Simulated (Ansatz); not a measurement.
# Run report: Ti12B, molecular dynamics (part 1 of 5)

System: Ti12B (defect cell, 13 atoms in the cell).
Method: DFT PBE, scalar-relativistic, plane waves, PAW, no spin polarisation (Ansatz 0.2.0).

It belongs to a series of runs on one base structure; here: dynamics from the start. Figures and captions count atoms from 1; the log counts them from 0 in places.

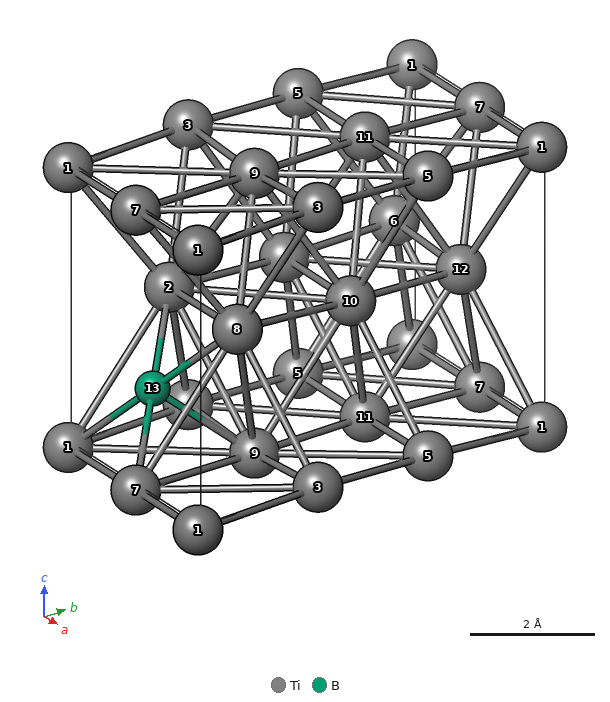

Fig. 1: The structure as given in the input (ball-and-stick view of the cell of the calculation, seen slightly off an axis; atoms are numbered from 1 in the order of the input). An atom can appear more than once, as a periodic image.

Input
```yaml
accuracy: low
crystal:
  lattice:
    - [5.9, 0.0, 0.0]
    - [-4.425, 7.664325, 0.0]
    - [0.0, 0.0, 4.6846]
  atoms:
    - { symbol: Ti, position: [-0.01009315, -0.00492529, -0.0190731] }
    - { symbol: Ti, position: [0.16027014, 0.22491245, 0.5193575] }
    - { symbol: Ti, position: [0.00452793, 0.33862241, 0.01186405] }
    - { symbol: Ti, position: [0.16898509, 0.55612033, 0.5067718] }
    - { symbol: Ti, position: [-0.00212329, 0.66110298, 0.00336261] }
    - { symbol: Ti, position: [0.16008958, 0.87927158, 0.51646463] }
    - { symbol: Ti, position: [0.50638086, -0.00318779, -0.01968763] }
    - { symbol: Ti, position: [0.67744129, 0.22770224, 0.52048568] }
    - { symbol: Ti, position: [0.50555578, 0.34231464, -0.01493324] }
    - { symbol: Ti, position: [0.66878027, 0.56057624, 0.49745588] }
    - { symbol: Ti, position: [0.49882018, 0.66629015, -0.00634194] }
    - { symbol: Ti, position: [0.66248362, 0.88356309, 0.48870301] }
    - { symbol: B, position: [0.3338047, 0.11072208, 0.25053575] }
basis:
  ecutwfc: 420.0
kpoints:
  mp_grid: { grid: [3, 2, 3] }
hamiltonian:
  xc: pbe
scf:
  occupations: { method: fermi_dirac, width: 0.15 }
  lower_state_search: "off"
md:
  timestep: 1.5
  n_steps: 300
  ensemble: nvt_nose_hoover
  temperature: 1500.0
  initial_velocities: maxwell_boltzmann
  seed: 369281
  nose_hoover: { tau: 50.0, chain_length: 3 }
```

Machine: 2 threads of AMD EPYC (Zen 5), 16 GiB of memory available, shared host.

Launched with:
```bash
ansatz run input.yaml --threads 2 --pin off --max-ram 5120MiB --backend cpu --events-out ev --progress --plain --runs-dir out
```

Log
```
Warning: md: disabling space-group detection — thermal motion breaks the input geometry's symmetry, so no spatial operation reduces the k-mesh or symmetrises the density; time reversal is kept, so that k and −k are solved as one point where they differ and the mesh holds both, and exact exchange and, on two spinor components, a DFT+U term hold to it where the run has them: on two components no moment then forms, and a state that bears one, which a typed moment (crystal.atoms[].spin; refused beside efield: under a hybrid functional) reaches, can lie lower, under hf by electronvolts; crystal.symmetry.detect: false (a key that needs symmetry detection or time reversal refuses this as the deck is read) with time_reversal: false beside it drops time reversal too
band count auto-derived: 92 (N_el = 147.0; filled up to band 74; 89 by the electrons, moments and atoms)
Engine: ansatz 0.2.0, x86_64-unknown-linux-gnu
Pseudopotentials: kind: paw
Pseudopotential: Ti, paw, valence charge 12, recommended cutoff 420 eV (normal), Ti.paw.azcp
Pseudopotential: B, paw, valence charge 3, recommended cutoff 420 eV (normal), B.paw.azcp
Functional definition: PBE
  parameter kappa = 0.804
  parameter beta = 0.06672455060314922
  exchange = pbe_x(kappa = kappa, mu = beta*pi^2/3)
  correlation = pbe_c(beta = beta)
Crystal: 13 atoms, lattice volume = 211.835 Å³
Basis set: ecut = 420 eV, 4161 PW (Γ), exchange–correlation on 80×120×64 points (8 copies of the dense FFT grid, shifted against one another)
Bands: 92, of which v1, the nominal top of the filled ones, is band 74 counted from 1 (73 counted from 0)
Symmetry: 1 space group operations
k-points: 10 of 18 (time reversal used)
Non-local potential: Ti, projectors of the file, l = 0: 3, l = 1: 2, l = 2: 3, l = 3: 1
Non-local potential: B, projectors of the file, l = 0: 2, l = 1: 2, l = 2: 1
PAW form: soft (Blöchl's): semilocal exchange-correlation on the pseudo side does not see the compensation charge
PAW one-centre angular grid: Ti, 590 points (default); XC on 64 Gauss nodes
PAW one-centre angular grid: B, 110 points (default); XC on 64 Gauss nodes
Initial density: superposition of atomic densities (neutral atoms: chi_scale 0, normalization atom), corrected by the library's trained network
Initial wavefunctions: pseudopotential atomic-orbital guess
Functional: x = pbe(κ = 0.804, μ = 0.2195149727645171), c = pbe(β = 0.06672455060314922)
SCF iter   1: F=—  HF=-30152.667215 eV  |F-HF|=—  |Δ(HF+E_count)|=         —  Δρ=8.64e-3  dr2=7.26e-1  ethr=1.77e-3  ⟨swp⟩=7.7  Hψ=3955  notcnv=0
preconditioner: auto → Kerker (q_TF=auto, 2.567 Å⁻¹)  [metal: Δε(μ)=0.084 eV  Ē_g=2.750 eV  σ=0.150 eV  W_gap=0.14  n_scr=64 (ndim 8)  ℏωp=18.2 eV  f_vac=0.000  D(μ)=13.88/eV (n_scr^D=138)]
SCF iter   2: F=—  HF=-30152.640276 eV  |F-HF|=—  |Δ(HF+E_count)|=   2.69e-2  Δρ=4.03e-3  dr2=1.54e-1  ethr=4.94e-4  ⟨swp⟩=1.0  Hψ=1060  notcnv=0
SCF iter   3: F=—  HF=-30152.633182 eV  |F-HF|=—  |Δ(HF+E_count)|=   7.09e-3  Δρ=7.01e-4  dr2=1.08e-3  ethr=1.05e-4  ⟨swp⟩=1.2  Hψ=922  notcnv=0
SCF iter   4: F=—  HF=-30152.633117 eV  |F-HF|=—  |Δ(HF+E_count)|=   6.57e-5  Δρ=1.99e-4  dr2=1.19e-4  ethr=7.32e-7  ⟨swp⟩=2.1  Hψ=1355  notcnv=0
SCF iter   5: F=—  HF=-30152.633096 eV  |F-HF|=—  |Δ(HF+E_count)|=   2.09e-5  Δρ=5.83e-5  dr2=8.63e-6  ethr=8.12e-8  ⟨swp⟩=2.8  Hψ=1715  notcnv=0
SCF iter   6: F=—  HF=-30152.633016 eV  |F-HF|=—  |Δ(HF+E_count)|=   7.94e-5  Δρ=1.99e-5  dr2=9.30e-7  ethr=5.87e-9  ⟨swp⟩=2.1  Hψ=1246  notcnv=0
SCF iter   7: F=—  HF=-30152.633016 eV  |F-HF|=—  |Δ(HF+E_count)|=   1.90e-7  Δρ=4.02e-6  dr2=3.61e-8  ethr=6.32e-10  ⟨swp⟩=2.0  Hψ=1293  notcnv=0
SCF iter   8: F=-30152.633016 eV  HF=-30152.633016 eV  |F-HF|=3.41e-9  |Δ(HF+E_count)|=   3.51e-9  Δρ=1.21e-6  dr2=5.10e-9  ethr=8.84e-12  ⟨swp⟩=4.0  Hψ=2772  notcnv=0
SCF 1 converged in 8 iterations: F = -30152.633016 eV  dr2 = 5.10e-9
  greatest PAW one-centre occupation: 0.999 electrons in one spin orbital (limit 2), on the Ti atom at site 10 (counted from 0), in its partial waves of l = 0
md step     0: t =     0.00 fs  T =  1500.0 K  F+E_penalty+E_count = -30152.63301624 eV  E_kin = 2.326680 eV  conserved = -30150.30633626 eV  (8 SCF iters)
Initial density: handed on by an earlier stage of this run
Initial wavefunctions: those handed on with the density
iter 1 solved again at ethr=4.52e-5 eV; its pass at ethr=3.10e-3 eV (dr2=6.64e-2 eV) is discarded
SCF iter   1: F=—  HF=-30152.625348 eV  |F-HF|=—  |Δ(HF+E_count)|=         —  Δρ=3.33e-3  dr2=6.73e-2  ethr=4.52e-5  ⟨swp⟩=1.0  Hψ=4454  notcnv=0
preconditioner: auto → Kerker (q_TF=auto, 2.567 Å⁻¹)  [metal: Δε(μ)=0.023 eV  Ē_g=2.727 eV  σ=0.150 eV  W_gap=0.04  n_scr=64 (ndim 8)  ℏωp=18.2 eV  f_vac=0.000  D(μ)=14.40/eV (n_scr^D=152)]
SCF iter   2: F=—  HF=-30152.619941 eV  |F-HF|=—  |Δ(HF+E_count)|=   5.41e-3  Δρ=1.53e-3  dr2=1.47e-2  ethr=4.52e-5  ⟨swp⟩=1.0  Hψ=920  notcnv=0
SCF iter   3: F=—  HF=-30152.617834 eV  |F-HF|=—  |Δ(HF+E_count)|=   2.11e-3  Δρ=2.71e-4  dr2=3.15e-4  ethr=9.99e-6  ⟨swp⟩=2.0  Hψ=1171  notcnv=0
SCF iter   4: F=—  HF=-30152.617749 eV  |F-HF|=—  |Δ(HF+E_count)|=   8.51e-5  Δρ=5.52e-5  dr2=9.86e-6  ethr=2.14e-7  ⟨swp⟩=2.0  Hψ=1281  notcnv=0
SCF iter   5: F=—  HF=-30152.617685 eV  |F-HF|=—  |Δ(HF+E_count)|=   6.45e-5  Δρ=1.70e-5  dr2=8.25e-7  ethr=6.71e-9  ⟨swp⟩=2.0  Hψ=1293  notcnv=0
SCF iter   6: F=—  HF=-30152.617685 eV  |F-HF|=—  |Δ(HF+E_count)|=   1.26e-7  Δρ=4.11e-6  dr2=4.91e-8  ethr=5.61e-10  ⟨swp⟩=2.0  Hψ=1166  notcnv=0
SCF iter   7: F=-30152.617685 eV  HF=-30152.617685 eV  |F-HF|=3.83e-9  |Δ(HF+E_count)|=   6.80e-9  Δρ=1.18e-6  dr2=5.08e-9  ethr=8.84e-12  ⟨swp⟩=4.0  Hψ=2709  notcnv=0
SCF 2 converged in 7 iterations: F = -30152.617685 eV  dr2 = 5.08e-9
md step     1: t =     1.50 fs  T =  1490.1 K  F+E_penalty+E_count = -30152.61768479 eV  E_kin = 2.311313 eV  conserved = -30150.30637551 eV  (7 SCF iters)
[... from here on the SCF iterations and repeated set-up lines of each step are left out, up to the last step ...]
SCF 3 converged in 7 iterations: F = -30152.573733 eV  dr2 = 5.39e-9
md step     2: t =     3.00 fs  T =  1461.8 K  F+E_penalty+E_count = -30152.57373340 eV  E_kin = 2.267489 eV  conserved = -30150.30628428 eV  (7 SCF iters)
md step     3: t =     4.50 fs  T =  1416.5 K  F+E_penalty+E_count = -30152.50303510 eV  E_kin = 2.197162 eV  conserved = -30150.30605645 eV  (7 SCF iters)
md step     4: t =     6.00 fs  T =  1356.7 K  F+E_penalty+E_count = -30152.40958450 eV  E_kin = 2.104424 eV  conserved = -30150.30570268 eV  (7 SCF iters)
md step     5: t =     7.50 fs  T =  1286.4 K  F+E_penalty+E_count = -30152.29929651 eV  E_kin = 1.995284 eV  conserved = -30150.30525220 eV  (5 SCF iters)
md step     6: t =     9.00 fs  T =  1210.2 K  F+E_penalty+E_count = -30152.17950611 eV  E_kin = 1.877150 eV  conserved = -30150.30475493 eV  (3 SCF iters)
md step     7: t =    10.50 fs  T =  1133.4 K  F+E_penalty+E_count = -30152.05816919 eV  E_kin = 1.758017 eV  conserved = -30150.30427779 eV  (3 SCF iters)
md step     8: t =    12.00 fs  T =  1060.8 K  F+E_penalty+E_count = -30151.94283649 eV  E_kin = 1.645445 eV  conserved = -30150.30389192 eV  (3 SCF iters)
md step     9: t =    13.50 fs  T =   996.4 K  F+E_penalty+E_count = -30151.83955861 eV  E_kin = 1.545485 eV  conserved = -30150.30365945 eV  (4 SCF iters)
md step    10: t =    15.00 fs  T =   942.4 K  F+E_penalty+E_count = -30151.75194341 eV  E_kin = 1.461752 eV  conserved = -30150.30361894 eV  (7 SCF iters)
md step    11: t =    16.50 fs  T =   899.3 K  F+E_penalty+E_count = -30151.68058686 eV  E_kin = 1.394882 eV  conserved = -30150.30377309 eV  (3 SCF iters)
md step    12: t =    18.00 fs  T =   865.5 K  F+E_penalty+E_count = -30151.62302990 eV  E_kin = 1.342491 eV  conserved = -30150.30408920 eV  (4 SCF iters)
md step    13: t =    19.50 fs  T =   837.9 K  F+E_penalty+E_count = -30151.57426732 eV  E_kin = 1.299672 eV  conserved = -30150.30450566 eV  (4 SCF iters)
md step    14: t =    21.00 fs  T =   812.3 K  F+E_penalty+E_count = -30151.52771137 eV  E_kin = 1.259936 eV  conserved = -30150.30494320 eV  (4 SCF iters)
md step    15: t =    22.50 fs  T =   784.2 K  F+E_penalty+E_count = -30151.47641513 eV  E_kin = 1.216398 eV  conserved = -30150.30532090 eV  (3 SCF iters)
md step    16: t =    24.00 fs  T =   749.8 K  F+E_penalty+E_count = -30151.41434093 eV  E_kin = 1.163026 eV  conserved = -30150.30556767 eV  (3 SCF iters)
md step    17: t =    25.50 fs  T =   706.4 K  F+E_penalty+E_count = -30151.33748717 eV  E_kin = 1.095746 eV  conserved = -30150.30562946 eV  (3 SCF iters)
md step    18: t =    27.00 fs  T =   653.3 K  F+E_penalty+E_count = -30151.24474078 eV  E_kin = 1.013287 eV  conserved = -30150.30547660 eV  (3 SCF iters)
md step    19: t =    28.50 fs  T =   591.6 K  F+E_penalty+E_count = -30151.13836304 eV  E_kin = 0.917676 eV  conserved = -30150.30510816 eV  (3 SCF iters)
md step    20: t =    30.00 fs  T =   525.0 K  F+E_penalty+E_count = -30151.02402240 eV  E_kin = 0.814298 eV  conserved = -30150.30455688 eV  (7 SCF iters)
md step    21: t =    31.50 fs  T =   458.6 K  F+E_penalty+E_count = -30150.91028006 eV  E_kin = 0.711417 eV  conserved = -30150.30389403 eV  (4 SCF iters)
md step    22: t =    33.00 fs  T =   399.1 K  F+E_penalty+E_count = -30150.80746582 eV  E_kin = 0.619122 eV  conserved = -30150.30322772 eV  (3 SCF iters)
md step    23: t =    34.50 fs  T =   353.1 K  F+E_penalty+E_count = -30150.72600681 eV  E_kin = 0.547733 eV  conserved = -30150.30268602 eV  (3 SCF iters)
md step    24: t =    36.00 fs  T =   326.2 K  F+E_penalty+E_count = -30150.67447629 eV  E_kin = 0.505941 eV  conserved = -30150.30238300 eV  (3 SCF iters)
md step    25: t =    37.50 fs  T =   321.8 K  F+E_penalty+E_count = -30150.65783270 eV  E_kin = 0.499101 eV  conserved = -30150.30238357 eV  (3 SCF iters)
md step    26: t =    39.00 fs  T =   340.5 K  F+E_penalty+E_count = -30150.67636576 eV  E_kin = 0.528163 eV  conserved = -30150.30268162 eV  (3 SCF iters)
md step    27: t =    40.50 fs  T =   380.1 K  F+E_penalty+E_count = -30150.72568354 eV  E_kin = 0.589573 eV  conserved = -30150.30320221 eV  (3 SCF iters)
md step    28: t =    42.00 fs  T =   435.9 K  F+E_penalty+E_count = -30150.79772322 eV  E_kin = 0.676130 eV  conserved = -30150.30382893 eV  (4 SCF iters)
md step    29: t =    43.50 fs  T =   501.9 K  F+E_penalty+E_count = -30150.88241757 eV  E_kin = 0.778480 eV  conserved = -30150.30444156 eV  (4 SCF iters)
md step    30: t =    45.00 fs  T =   571.7 K  F+E_penalty+E_count = -30150.96950619 eV  E_kin = 0.886793 eV  conserved = -30150.30494482 eV  (7 SCF iters)
md step    31: t =    46.50 fs  T =   639.7 K  F+E_penalty+E_count = -30151.05005422 eV  E_kin = 0.992221 eV  conserved = -30150.30528040 eV  (3 SCF iters)
md step    32: t =    48.00 fs  T =   701.4 K  F+E_penalty+E_count = -30151.11745608 eV  E_kin = 1.087906 eV  conserved = -30150.30542546 eV  (3 SCF iters)
md step    33: t =    49.50 fs  T =   754.0 K  F+E_penalty+E_count = -30151.16790975 eV  E_kin = 1.169520 eV  conserved = -30150.30538703 eV  (3 SCF iters)
md step    34: t =    51.00 fs  T =   796.5 K  F+E_penalty+E_count = -30151.20046342 eV  E_kin = 1.235413 eV  conserved = -30150.30519084 eV  (3 SCF iters)
md step    35: t =    52.50 fs  T =   829.4 K  F+E_penalty+E_count = -30151.21675315 eV  E_kin = 1.286469 eV  conserved = -30150.30487253 eV  (4 SCF iters)
md step    36: t =    54.00 fs  T =   854.7 K  F+E_penalty+E_count = -30151.22051167 eV  E_kin = 1.325710 eV  conserved = -30150.30447799 eV  (3 SCF iters)
md step    37: t =    55.50 fs  T =   875.3 K  F+E_penalty+E_count = -30151.21690197 eV  E_kin = 1.357707 eV  conserved = -30150.30405914 eV  (3 SCF iters)
md step    38: t =    57.00 fs  T =   894.7 K  F+E_penalty+E_count = -30151.21172485 eV  E_kin = 1.387835 eV  conserved = -30150.30366723 eV  (3 SCF iters)
md step    39: t =    58.50 fs  T =   916.4 K  F+E_penalty+E_count = -30151.21057096 eV  E_kin = 1.421430 eV  conserved = -30150.30335152 eV  (3 SCF iters)
md step    40: t =    60.00 fs  T =   943.2 K  F+E_penalty+E_count = -30151.21801474 eV  E_kin = 1.462963 eV  conserved = -30150.30315256 eV  (7 SCF iters)
md step    41: t =    61.50 fs  T =   976.9 K  F+E_penalty+E_count = -30151.23695787 eV  E_kin = 1.515348 eV  conserved = -30150.30309138 eV  (3 SCF iters)
md step    42: t =    63.00 fs  T =  1018.3 K  F+E_penalty+E_count = -30151.26821424 eV  E_kin = 1.579464 eV  conserved = -30150.30317078 eV  (4 SCF iters)
md step    43: t =    64.50 fs  T =  1066.3 K  F+E_penalty+E_count = -30151.31039378 eV  E_kin = 1.653988 eV  conserved = -30150.30337618 eV  (3 SCF iters)
md step    44: t =    66.00 fs  T =  1118.9 K  F+E_penalty+E_count = -30151.36008912 eV  E_kin = 1.735543 eV  conserved = -30150.30367606 eV  (3 SCF iters)
md step    45: t =    67.50 fs  T =  1172.8 K  F+E_penalty+E_count = -30151.41232451 eV  E_kin = 1.819118 eV  conserved = -30150.30402807 eV  (4 SCF iters)
md step    46: t =    69.00 fs  T =  1224.1 K  F+E_penalty+E_count = -30151.46119231 eV  E_kin = 1.898702 eV  conserved = -30150.30438529 eV  (3 SCF iters)
md step    47: t =    70.50 fs  T =  1268.8 K  F+E_penalty+E_count = -30151.50058233 eV  E_kin = 1.968023 eV  conserved = -30150.30470309 eV  (3 SCF iters)
md step    48: t =    72.00 fs  T =  1303.1 K  F+E_penalty+E_count = -30151.52490808 eV  E_kin = 2.021301 eV  conserved = -30150.30494180 eV  (4 SCF iters)
md step    49: t =    73.50 fs  T =  1324.1 K  F+E_penalty+E_count = -30151.52973959 eV  E_kin = 2.053911 eV  conserved = -30150.30507363 eV  (3 SCF iters)
md step    50: t =    75.00 fs  T =  1329.9 K  F+E_penalty+E_count = -30151.51226774 eV  E_kin = 2.062871 eV  conserved = -30150.30508736 eV  (7 SCF iters)
md step    51: t =    76.50 fs  T =  1319.8 K  F+E_penalty+E_count = -30151.47154934 eV  E_kin = 2.047116 eV  conserved = -30150.30498294 eV  (3 SCF iters)
md step    52: t =    78.00 fs  T =  1294.2 K  F+E_penalty+E_count = -30151.40850772 eV  E_kin = 2.007506 eV  conserved = -30150.30477362 eV  (3 SCF iters)
md step    53: t =    79.50 fs  T =  1255.0 K  F+E_penalty+E_count = -30151.32569946 eV  E_kin = 1.946589 eV  conserved = -30150.30449161 eV  (3 SCF iters)
md step    54: t =    81.00 fs  T =  1204.4 K  F+E_penalty+E_count = -30151.22689444 eV  E_kin = 1.868183 eV  conserved = -30150.30417194 eV  (3 SCF iters)
md step    55: t =    82.50 fs  T =  1145.5 K  F+E_penalty+E_count = -30151.11655135 eV  E_kin = 1.776843 eV  conserved = -30150.30384817 eV  (3 SCF iters)
md step    56: t =    84.00 fs  T =  1081.4 K  F+E_penalty+E_count = -30150.99929258 eV  E_kin = 1.677320 eV  conserved = -30150.30354889 eV  (3 SCF iters)
md step    57: t =    85.50 fs  T =  1014.8 K  F+E_penalty+E_count = -30150.87947078 eV  E_kin = 1.574118 eV  conserved = -30150.30329016 eV  (3 SCF iters)
md step    58: t =    87.00 fs  T =   948.5 K  F+E_penalty+E_count = -30150.76089009 eV  E_kin = 1.471200 eV  conserved = -30150.30307869 eV  (4 SCF iters)
md step    59: t =    88.50 fs  T =   884.4 K  F+E_penalty+E_count = -30150.64669284 eV  E_kin = 1.371868 eV  conserved = -30150.30291202 eV  (3 SCF iters)
md step    60: t =    90.00 fs  T =   824.4 K  F+E_penalty+E_count = -30150.53937919 eV  E_kin = 1.278776 eV  conserved = -30150.30278333 eV  (7 SCF iters)
md step    61: t =    91.50 fs  T =   769.8 K  F+E_penalty+E_count = -30150.44090350 eV  E_kin = 1.194021 eV  conserved = -30150.30268388 eV  (4 SCF iters)
md step    62: t =    93.00 fs  T =   721.6 K  F+E_penalty+E_count = -30150.35279038 eV  E_kin = 1.119264 eV  conserved = -30150.30260639 eV  (4 SCF iters)
md step    63: t =    94.50 fs  T =   680.7 K  F+E_penalty+E_count = -30150.27623638 eV  E_kin = 1.055834 eV  conserved = -30150.30254668 eV  (3 SCF iters)
md step    64: t =    96.00 fs  T =   647.8 K  F+E_penalty+E_count = -30150.21218351 eV  E_kin = 1.004811 eV  conserved = -30150.30250111 eV  (4 SCF iters)
md step    65: t =    97.50 fs  T =   623.5 K  F+E_penalty+E_count = -30150.16136893 eV  E_kin = 0.967082 eV  conserved = -30150.30246697 eV  (3 SCF iters)
md step    66: t =    99.00 fs  T =   608.2 K  F+E_penalty+E_count = -30150.12435407 eV  E_kin = 0.943372 eV  conserved = -30150.30244374 eV  (3 SCF iters)
```
